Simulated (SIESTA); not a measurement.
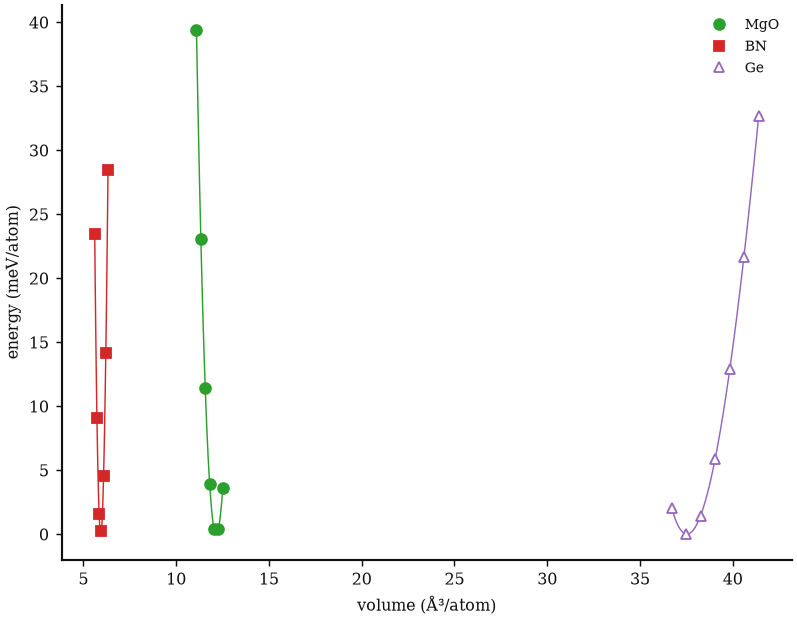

Figure. Energy against volume, with one curve for each compound, for BN, Ge and MgO (all in space group P6_3mc (No. 186)).

Settings that differ: MgO: k mesh 9×9×6; BN: k mesh 12×12×6; Ge: k mesh 8×8×3.

The fitted equilibrium volumes, smallest first, are BN 5.936, MgO 12.159, Ge 37.531 Å³/atom. The fitted bulk moduli, smallest first, are Ge 34.0, MgO 117.6, BN 388.5 GPa.

How it was computed, with SIESTA 5.4.2: DFT in numerical atomic orbitals with pseudopotentials, no spin polarisation; energies at scaled volumes of the given cell, shape and fractions fixed, counted from the fit's minimum, third-order Birch-Murnaghan fit. Level: PBEsol.

- occupations: Fermi–Dirac
- smearing width: 0.05 eV
- potentials: PseudoDojo 0.4 standard, converted to PSML, two zetas on semicore shells

Keep in mind: mulliken charges of long orbitals; shape and atomic fractions are frozen while scaling, which makes layered, chain and framework solids too stiff.
